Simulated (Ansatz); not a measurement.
ZnO (slab)

```
CELL_PARAMETERS angstrom
3.27949 0.00000 0.00000
0.00000 5.29327 0.00000
0.00000 0.00000 27.30718
ATOMIC_POSITIONS crystal
Zn 0.00000 0.50003 0.27465
O 0.00000 0.12096 0.27465
Zn 0.50000 0.00003 0.30932
O 0.50000 0.62096 0.30932
Zn 0.50000 0.50003 0.37866
O 0.50000 0.12096 0.37866
Zn 0.00000 0.00003 0.41333
O 0.00000 0.62096 0.41333
Zn 0.00000 0.50003 0.48267
O 0.00000 0.12096 0.48267
Zn 0.50000 0.00003 0.51733
O 0.50000 0.62096 0.51733
Zn 0.50000 0.50003 0.58667
O 0.50000 0.12096 0.58667
Zn 0.00000 0.00003 0.62134
O 0.00000 0.62096 0.62134
Zn 0.00000 0.50003 0.69068
O 0.00000 0.12096 0.69068
Zn 0.50000 0.00003 0.72535
O 0.50000 0.62096 0.72535
```

Not relaxed (largest force 1.8 eV/Å).

The calculation used Ansatz, DFT PBE, scalar-relativistic, plane waves, PAW.

In a PAW calculation such maps are meaningful between the atoms, not at the nuclei.

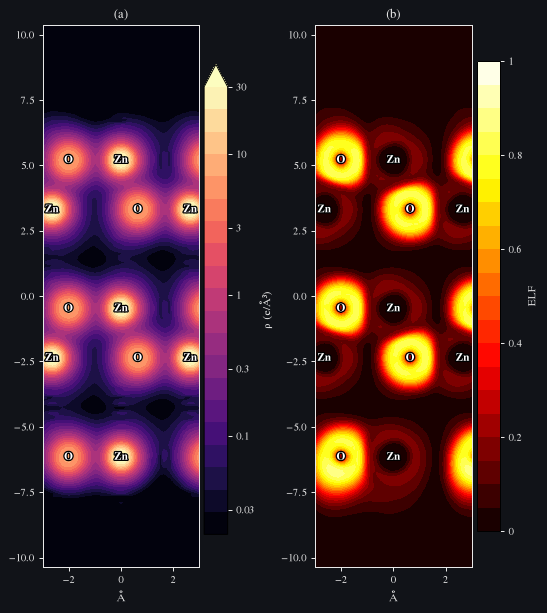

Figure 1. (a) valence electron density; (b) electron localisation function on the (100) plane of the calculation cell, a cut from vacuum to vacuum.

What does the map show?

The section cuts through Zn and O sites. Zn–O (2.01 Å): ρ at the midpoint is about 0.57 e/Å³; the ELF peaks at about 0.80 in the valence shell of O, 0.6 Å from its nucleus, and is about 0.30 at the midpoint; no shared electron pair shows on this line. The density dies away to nearly zero in the vacuum. The ELF also peaks beside O, away from the bonds: lone-pair regions.

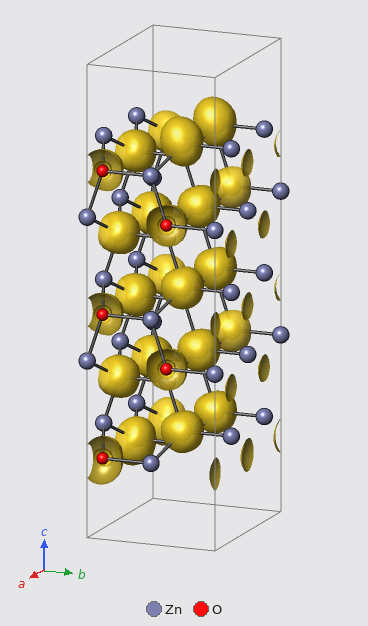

Figure 2. Isosurface of the electron localisation function at 0.7 (yellow), seen slightly off an axis. Core shells and regions of very low density are left out. Sticks mark near contacts.

Describe the localisation domains.

The surface consists of ten regions wrapped around O (the valence shell of each), counted in one cell of 20 atoms. Counts are for one cell; the picture repeats the cell along the surface. Along the contacts the grid gives the following. Zn–O (2.00 Å): the ELF peaks at about 0.85 in the valence shell of O, 0.6 Å from its nucleus, and is about 0.25 at the midpoint; no shared electron pair shows on this line.

Metal or insulator at this level of theory?

It is gapped, with a Kohn–Sham gap of 0.47 eV on the k-point mesh, an upper bound to the gap of this method.
